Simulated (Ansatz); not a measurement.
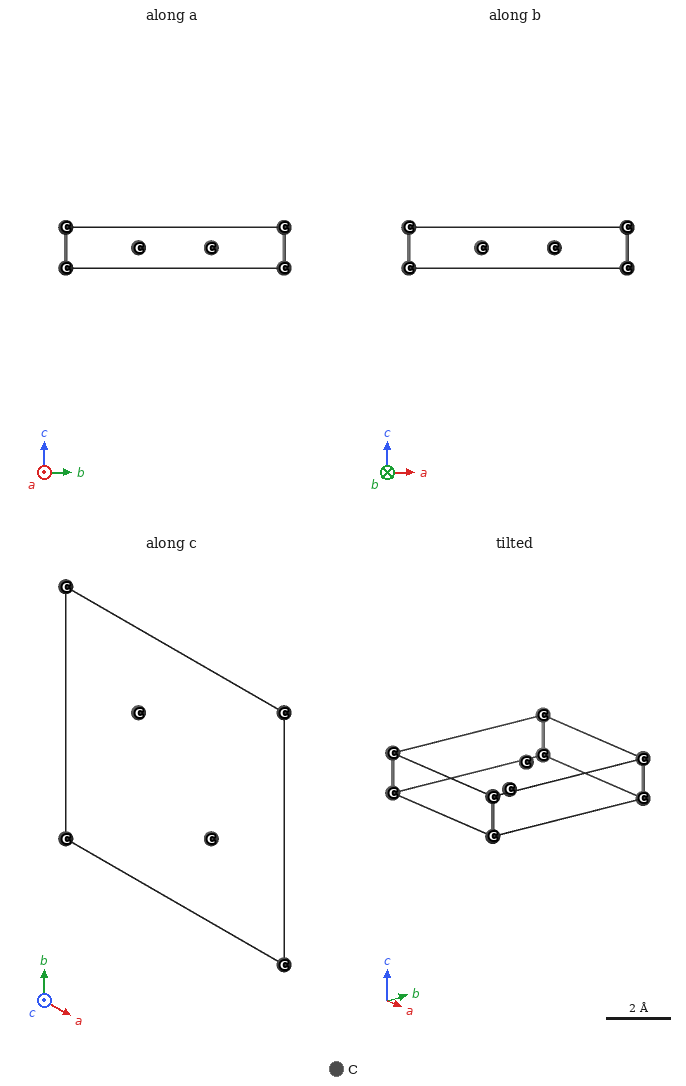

Ball-and-stick drawing of the structure, looking along the a axis, along the b axis, along the c axis and slightly off an axis. Lines trace the edges of the conventional unit cell.

Lattice parameters: a = 7.983 Å, b = 7.983 Å, c = 1.288 Å, α = 90.00°, β = 90.00°, γ = 120.00°.

**Reconstruct the structure as a table of Wyckoff sites.**

Space group P6/mmm (No. 191).
```json
{"atom": "C", "site": "1a", "x": "0.0000", "y": "0.0000", "z": "0.0000"}
{"atom": "C", "site": "2d", "x": "0.3333", "y": "0.6667", "z": "0.5000"}
```

Provenance: a structure type filled with this element by a generator (whether the element takes this form wasn't checked). Relaxation method: DFT, revPBE, plane waves (420 eV) with PAW, scalar-relativistic (Ansatz 0.2.0).
